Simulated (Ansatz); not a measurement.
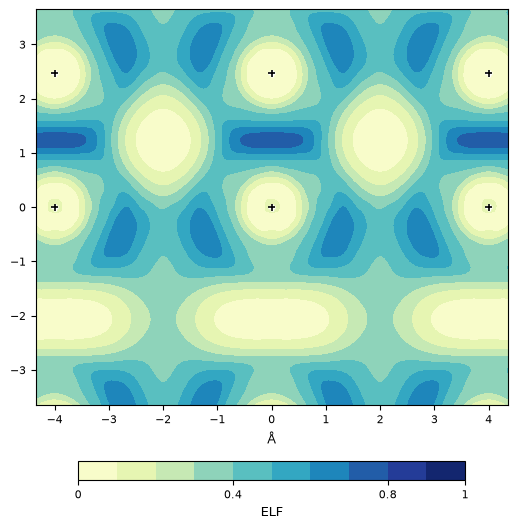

The ELF on a plane through atoms (crosses mark nuclei in the plane).

Computed with Ansatz, DFT PBEsol, scalar-relativistic, plane waves, PAW.

Candidates:
A. InSe (slab), a = 4.01 Å, b = 4.01 Å, c = 37.34 Å, α = 90.00°, β = 90.00°, γ = 120.00°. 
B. Ge, a = 4.00 Å, b = 4.00 Å, c = 6.59 Å, α = 90.00°, β = 90.00°, γ = 120.00°. Space group P6₃/mmc; a structure from a database of computed crystals, not necessarily the ambient phase.

> Which candidate gave the map?

Candidate B: Ge on the (100) plane of the conventional cell, which holds Ge. Ge–Ge (2.47 Å): the ELF peaks at about 0.75 between the atoms.
